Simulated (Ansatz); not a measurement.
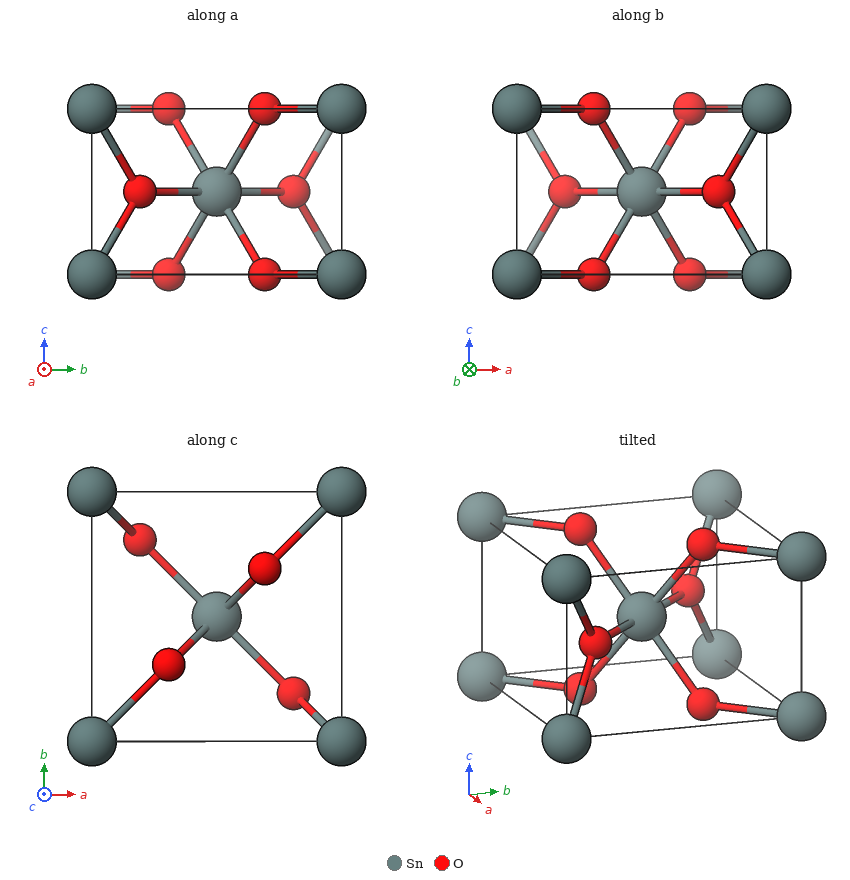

Shown here is a ball-and-stick view of the crystal, taken along the a axis, along the b axis, along the c axis and slightly off an axis. The frame is the conventional unit cell; atoms at its boundary are shown with their periodic copies.

Lattice parameters: a = 4.909 Å, b = 4.909 Å, c = 3.257 Å, α = 90.00°, β = 90.00°, γ = 90.00°. Put a along x and b in the xy plane.

Transcribe the picture into a POSCAR file, with free fractional coordinates to two decimals.

```
Sn O
1.0
     4.909    0.000    0.000
     0.000    4.909    0.000
     0.000    0.000    3.257
Sn O
2 4
Direct
  0.00 0.00 0.00
  0.50 0.50 0.50
  0.31 0.31 0.00
  0.81 0.19 0.50
  0.19 0.81 0.50
  0.69 0.69 0.00
```

The initial geometry was a structure type known for this compound. It was relaxed at fixed volume with Ansatz, DFT PBE, scalar-relativistic, plane waves, PAW.

At this level of theory the run's own cell isn't at rest (stretched, at -6 GPa), so its distances can differ from those at equilibrium, the more so the softer the solid.
